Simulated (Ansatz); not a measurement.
BeTe, space group F-43m (No. 216), a = 4.979 Å, b = 4.979 Å, c = 4.979 Å, α = 90.00°, β = 90.00°, γ = 90.00°

| site | Wyckoff | x | y | z |
| --- | --- | --- | --- | --- |
| Be | 4a | 0.0000 | 0.0000 | 0.0000 |
| Te | 4c | 0.2500 | 0.2500 | 0.2500 |

Origin: the geometry relaxed (final pressure about 40 GPa) with DFT LDA, scalar-relativistic, plane waves, PAW (Ansatz 0.2.0).

Describe the coordination of Be.

Answer. BeTe4: an essentially ideal tetrahedron (coordination number 4, S = 0.00; next best see-saw, S = 9.8). Bonds: 4 × Be–Te 2.16 Å. The next neighbour, not counted, lies at 3.52 Å.

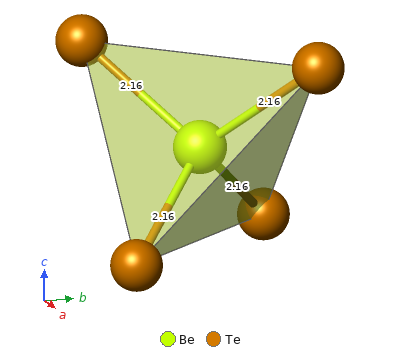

The polyhedron about Be. Continuous shape measures are computed against ideal polyhedra (0 is ideal; above about 3 the distortion is strong).
